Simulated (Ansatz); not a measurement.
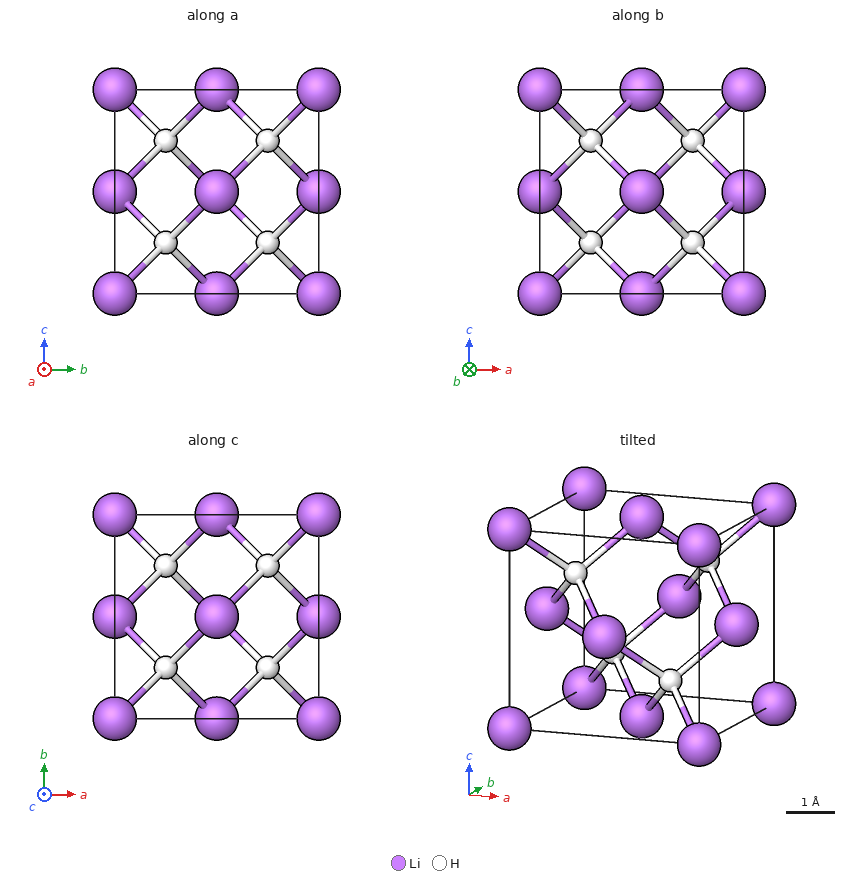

The crystal in a ball-and-stick representation, seen along the a axis, along the b axis, along the c axis and slightly off an axis. The parallelepiped is the conventional unit cell.

Lattice parameters: a = 4.2902 Å, b = 4.2902 Å, c = 4.2902 Å, α = 90.000°, β = 90.000°, γ = 90.000°.

From the views, write a CIF in P1 with every atom of the cell.

```cif
data_structure
_symmetry_space_group_name_H-M 'P 1'
_symmetry_Int_Tables_number 1
_cell_length_a 4.2902
_cell_length_b 4.2902
_cell_length_c 4.2902
_cell_angle_alpha 90.000
_cell_angle_beta 90.000
_cell_angle_gamma 90.000
_cell_volume 78.97
loop_
_atom_site_label
_atom_site_type_symbol
_atom_site_fract_x
_atom_site_fract_y
_atom_site_fract_z
_atom_site_occupancy
Li1 Li 0.0000 0.0000 0.0000 1
H1 H 0.2500 0.2500 0.7500 1
Li2 Li 0.0000 0.5000 0.5000 1
H2 H 0.2500 0.7500 0.2500 1
Li3 Li 0.5000 0.0000 0.5000 1
H3 H 0.7500 0.2500 0.2500 1
Li4 Li 0.5000 0.5000 0.0000 1
H4 H 0.7500 0.7500 0.7500 1
```

The initial geometry was a structure type filled with these elements by a generator (whether the compound takes this form wasn't checked). Earlier steps of the study may have refined or changed the cell and positions. Ansatz was used for an electronic-structure calculation on it.
